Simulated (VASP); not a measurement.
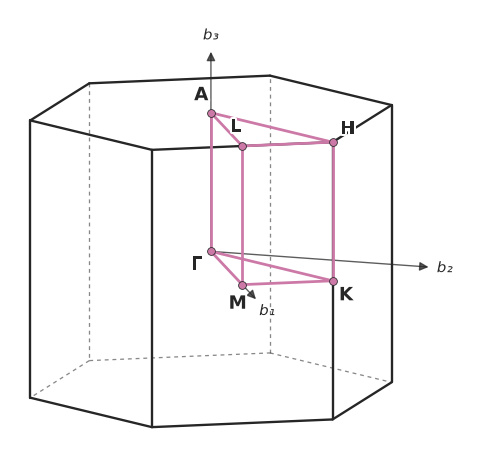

The figure shows the first Brillouin zone with its special points and a band path. Crystal: WC, coordinates from a relaxation with VASP Kohn-Sham DFT of a periodic cell, PBE, VASP PAW PBE potentials, recommended, release 54 (VASP 6.6.1). The drawing is computed from the coordinates (standard cell, symmetry found to 0.002 Å).

Labels and path follow the convention of Hinuma et al. (2017), as computed by seekpath; the arrows show the directions of the reciprocal primitive vectors b₁, b₂, b₃.

**Name the Bravais lattice of the crystal.**

A primitive hexagonal lattice (hP; extended symbol hP2). The zone is a hexagonal prism in its combinatorial type: 8 faces (6 with 4 edges, 2 with 6 edges), 18 edges, 12 vertices.

**Write the standard path through the labelled points.**

Γ–M–K–Γ–A–L–H–A | L–M | H–K
